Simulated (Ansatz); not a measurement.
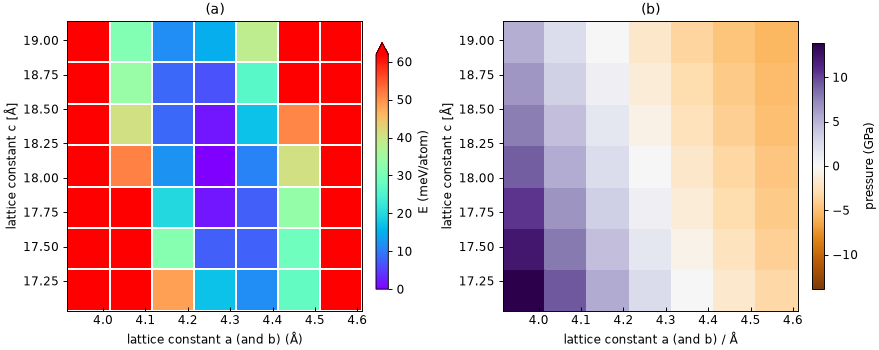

Ge2Sb2Te5 (P-3m1, No. 164; 9 atoms in the cell). The energy is mapped over the lattice constants a and c of the conventional cell. Coordinates scanned: (1) lattice constant a (and b); (2) lattice constant c. Nothing is relaxed (fractional coordinates fixed). The grid has 7 × 7 points. All energies are given in meV/atom relative to the lowest grid point. The band gap closes in part of the range. Level of theory: Ansatz 0.2.0, DFT PBE, scalar-relativistic, plane waves, PAW. Settings: cutoff 420 eV, k-mesh 9×9×2 in the order of the run's cell vectors, gaussian smearing 0.03 eV, no spin polarisation.

Panel (a) is the energy and panel (b) the computed pressure on the same grid.

In the figure: one coloured cell a grid point, one colour for all values above the top of the scale.

How does the pressure vary over the map, and what is it at the lowest grid point?

It runs from −5.6 GPa at lattice constant a (and b) = 4.562 Å, lattice constant c = 18.991 Å to 13.9 GPa at lattice constant a (and b) = 3.966 Å, lattice constant c = 17.182 Å. At the lowest grid point, lattice constant a (and b) = 4.264 Å, lattice constant c = 18.087 Å, it is 0.0 GPa.

PAW datasets: the set soft_1.
